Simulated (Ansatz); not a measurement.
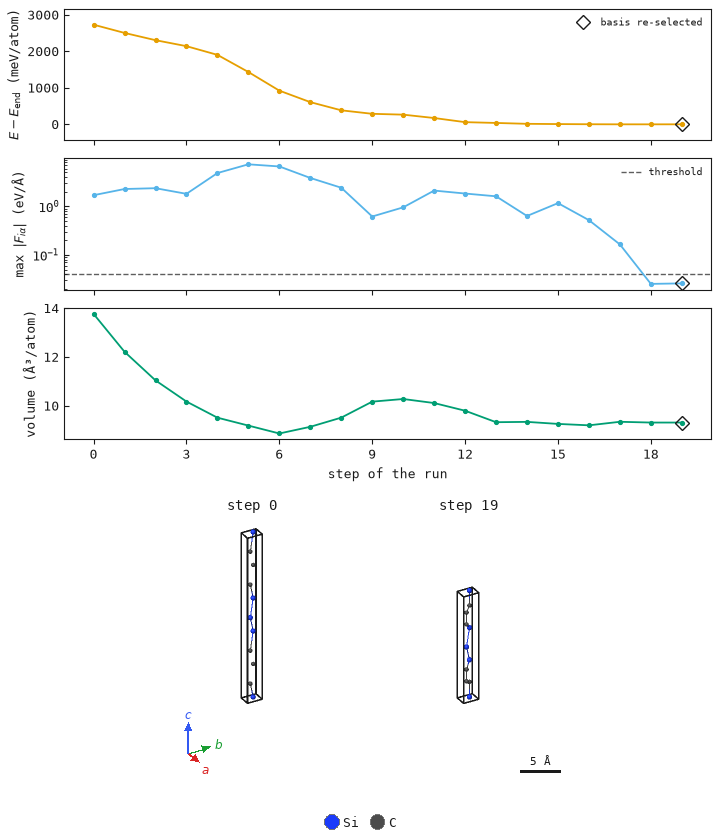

First and last geometry of a relaxation of a crystal of Si2C3 (a generated structure, set up in P-6m2) (coarse preliminary run), with the history of the run. Style: ball-and-stick. Shown: the cell of the calculation, slightly off an axis.

Method: DFT PBE, scalar-relativistic, plane waves, PAW in Ansatz. Set-up: plane-wave cutoff 420 eV; k-point mesh 6 × 6 × 1; occupations gaussian; smearing width 0.1 eV; no spin polarisation; cell and atoms relaxed; force threshold 0.04 eV/Å; at most 70 steps.

Q: What do the curves and the structures tell?

A: It converged. After 18 accepted moves (19 points after the start) the energy has fallen by 2731 meV per atom. Largest force component: 1.7 eV/Å at the start, 0.026 eV/Å at the end. Pressure: −18.11 GPa at the start and −0.08 GPa at the end. The SCF was repeated once at an unchanged geometry on a basis and grid sized afresh for the cell, which shifted the energy by 0.8 meV per atom at most. The largest moves relative to the cell, 1.08 Å, are those of C atoms. By element the largest moves are C 1.08 Å, Si 0.71 Å. Cell: a = b 2.709 → 2.774 Å (+2.4 %), c 21.659 → 13.978 Å (−35.5 %). Volume −32.3 %. Some distances before and after: C–C 4.332 → 1.551 Å, C–Si 4.332 → 1.970 Å, C–C 2.672 → 1.680 Å, C–Si 2.672 → 1.814 Å. New bonds form, among them: C–C (2.67 → 1.68 Å), C–C (4.33 → 1.55 Å), C–Si (4.33 → 1.97 Å). The space group stays P-6m2 (No. 187).

Limits of the set-up: the k-point mesh is coarse for a cell with partly filled bands.
